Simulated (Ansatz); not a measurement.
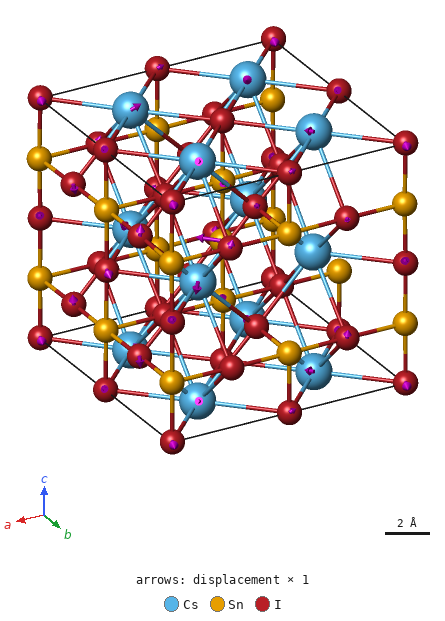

A relaxation of a defect cell of composition Cs8Sn9I23 (cell charge −1). The starting structure is drawn; purple arrows show the displacements, at their true length.

The picture is a ball-and-stick view of the cell of the calculation (origin shifted), seen from a free direction.

The calculation used DFT, PBEsol, PAW, plane waves (Ansatz 0.2.0).

The input:
```yaml
crystal:
  lattice:
    - [12.314462, 0.000000, 0.000000]
    - [0.000000, 12.314462, 0.000000]
    - [0.000000, 0.000000, 12.314462]
  atoms:
    - { symbol: Cs, position: [0.000095, 0.998776, 0.001192] }
    - { symbol: Cs, position: [0.998064, 0.999306, 0.500421] }
    - { symbol: Cs, position: [0.999630, 0.498656, 0.000803] }
    - { symbol: Cs, position: [0.003564, 0.498520, 0.500145] }
    - { symbol: Cs, position: [0.503105, 0.999584, 0.998029] }
    - { symbol: Cs, position: [0.502583, 0.999297, 0.501128] }
    - { symbol: Cs, position: [0.497633, 0.496748, 0.999657] }
    - { symbol: Cs, position: [0.498670, 0.501086, 0.498970] }
    - { symbol: Sn, position: [0.248269, 0.250396, 0.251712] }
    - { symbol: Sn, position: [0.251207, 0.251676, 0.750560] }
    - { symbol: Sn, position: [0.248415, 0.749453, 0.247737] }
    - { symbol: Sn, position: [0.250412, 0.751793, 0.747933] }
    - { symbol: Sn, position: [0.751866, 0.251967, 0.251302] }
    - { symbol: Sn, position: [0.748577, 0.250485, 0.751487] }
    - { symbol: Sn, position: [0.750268, 0.748837, 0.249255] }
    - { symbol: Sn, position: [0.752078, 0.747490, 0.747495] }
    - { symbol: Sn, position: [0.252695, 0.249197, 0.499398] }
    - { symbol: I, position: [0.251610, 0.249500, 0.000643] }
    - { symbol: I, position: [0.247731, 0.750544, 0.000503] }
    - { symbol: I, position: [0.252771, 0.753366, 0.502112] }
    - { symbol: I, position: [0.751003, 0.248199, 0.001182] }
    - { symbol: I, position: [0.748440, 0.251774, 0.500786] }
    - { symbol: I, position: [0.749683, 0.750650, 0.001898] }
    - { symbol: I, position: [0.749709, 0.750802, 0.500782] }
    - { symbol: I, position: [0.998559, 0.249829, 0.249789] }
    - { symbol: I, position: [0.998387, 0.248011, 0.751568] }
    - { symbol: I, position: [0.998574, 0.746816, 0.249515] }
    - { symbol: I, position: [0.000817, 0.748526, 0.749089] }
    - { symbol: I, position: [0.500250, 0.252835, 0.251720] }
    - { symbol: I, position: [0.497696, 0.253176, 0.749672] }
    - { symbol: I, position: [0.496045, 0.752256, 0.249033] }
    - { symbol: I, position: [0.501073, 0.748636, 0.747878] }
    - { symbol: I, position: [0.250415, 0.002329, 0.248948] }
    - { symbol: I, position: [0.250448, 0.999177, 0.749758] }
    - { symbol: I, position: [0.248040, 0.502221, 0.251655] }
    - { symbol: I, position: [0.252094, 0.498322, 0.750877] }
    - { symbol: I, position: [0.748010, 0.001213, 0.249198] }
    - { symbol: I, position: [0.749442, 0.999142, 0.749397] }
    - { symbol: I, position: [0.749120, 0.500127, 0.250383] }
    - { symbol: I, position: [0.747341, 0.502250, 0.751776] }
  symmetry: { detect: false }
kpoints:
  mp_grid: { grid: [1, 1, 1], shift: [0.25, 0.25, 0.25] }
hamiltonian:
  xc: pbesol
total_charge: -1
scf:
  occupations: { method: fermi_dirac, width: 0.01 }
relax:
  f_tol: 0.03
  max_steps: 80
  escape_saddle: false
  adjacent_minimum: "off"
output:
  forces: true
  eigenvalues: true
  populations: true
  charged_corrections: { epsilon: 30 }
```

Run as
```bash
ansatz run in.yaml --threads 8 --pin off --max-ram 118750MiB --runs-dir r --events-out ev --progress --plain --backend cuda --devices 0, --max-vram 170GiB
```

Q: Describe the change and its energy.

A: The largest move is that of Sn17, 1.26 Å along [1 −1 0]. Largest moves by element: Sn 1.26 Å, I 1.00 Å, Cs 0.79 Å. The cell doesn't change. Near-neighbour distances that change, for instance: Sn17–I30 4.313 → 3.128 Å, Cs7–I23 4.406 → 5.576 Å, Cs6–I22 4.340 → 5.499 Å, Cs5–I30 4.372 → 5.421 Å. Bond angles that change, for instance: Sn9–Sn17–Sn10 178.4° → 127.4°, Sn17–Sn10–I26 90.6° → 121.0°, Sn17–Sn9–I35 90.3° → 120.1°. After 19 geometry steps the energy has fallen by 0.649 eV per cell of the calculation. Largest force component: 0.76 eV/Å at the start, 0.014 eV/Å at the end. The forces were under the threshold at step 9, but the run went on from there. The run took 17 s on 1 × NVIDIA GB200 with 8 threads of Arm Neoverse-V2, peak memory 2.2 GiB.

Limits of the set-up: the cell is charged, on a uniform background, and energies carry no finite-size correction.
